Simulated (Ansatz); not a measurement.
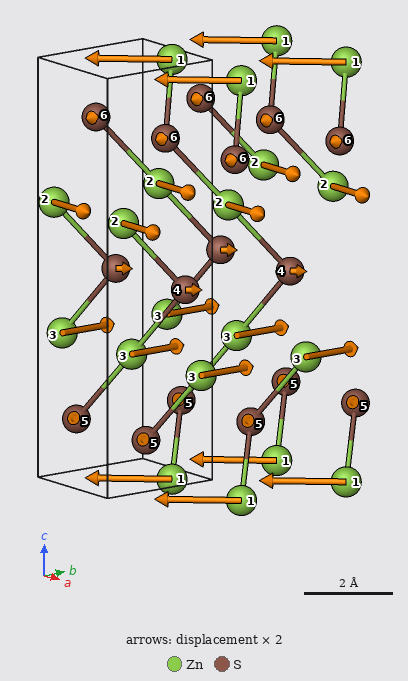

This is a relaxation of crystalline ZnS (a generated structure, set up in P3_221). The starting structure is drawn; orange arrows show the displacements (the part carried along by the change of the cell is left out), 2 times their true length.

The picture is a ball-and-stick view of the cell of the calculation, repeated 2 × 2 × 1 with one cell outlined, seen slightly off an axis.

Case: Hg → Zn, O → S on all its sites, cell and atoms relaxed.

Level of theory: DFT PBE+D3(BJ), scalar-relativistic, plane waves, PAW in Ansatz.

Input
```yaml
crystal:
  lattice:
    - [4.0019754063, 0.0, 0.0]
    - [-2.0009877032, 3.4658123672, 0.0]
    - [0.0, 0.0, 9.6594519293]
  atoms:
    - { symbol: Zn, position: [0.7686386684, 0.7686386684, 0.0] }
    - { symbol: Zn, position: [0.2313613316, 0.0, 0.6666666667] }
    - { symbol: Zn, position: [0.0, 0.2313613316, 0.3333333333] }
    - { symbol: S, position: [0.4465535631, 0.4465535631, 0.5] }
    - { symbol: S, position: [0.5534464369, 0.0, 0.1666666667] }
    - { symbol: S, position: [0.0, 0.5534464369, 0.8333333333] }
basis:
  ecutwfc: 420
kpoints:
  mp_grid: { grid: [12, 12, 4] }
hamiltonian:
  xc: pbe
  dispersion: d3bj
scf:
  occupations: { method: gaussian, width: 0.02 }
output:
  forces: true
  stress: true
  eigenvalues: true
relax:
  adjacent_minimum: "off"
  f_tol: 0.01
  max_steps: 60
  cell: { stress_tol: 0.1 }
```

Run as
```bash
ansatz run input.yaml --threads 1 --pin off --max-ram 2560MiB --backend cpu --events-out ev --progress --plain --runs-dir out
```

> Which element moves most?

Zinc: up to 1.01 Å, against 0.20 Å for sulfur.

> What happened in the run?

The largest moves relative to the cell, 1.01 Å, are those of Zn1, Zn2 and Zn3. Zn1 goes along [−1 −1 0]. By element the largest moves are Zn 1.01 Å, S 0.20 Å. Cell: a = b 4.002 → 3.748 Å (−6.4 %), c 9.659 → 8.646 Å (−10.5 %). Volume −21.5 %. Some distances before and after: Zn1–S5 3.185 → 2.364 Å, Zn1–S5 (another image) 2.233 → 2.364 Å. New bonds form: Zn1–S5 (3.19 → 2.36 Å), Zn1–S6 (3.19 → 2.36 Å), Zn2–S4 (3.19 → 2.36 Å), Zn2–S6 (3.19 → 2.36 Å). Bond angles that change, for instance: S5–Zn1–S6 178.3° → 133.3°, Zn1–S5–Zn3 107.3° → 133.3°. The space group (tolerance 0.01 Å) goes from P3_221 (No. 154) to P6_222 (No. 180). After 8 accepted moves (10 points after the start) the energy has fallen by 1.472 eV per cell of the calculation. The largest force component goes from 0.16 to 0.00021 eV/Å. The pressure goes from −4.77 to 0.00 GPa. The SCF was repeated twice at an unchanged geometry on a basis and grid sized afresh for the cell, which shifted the energy by 8.1 meV per cell of the calculation at most.
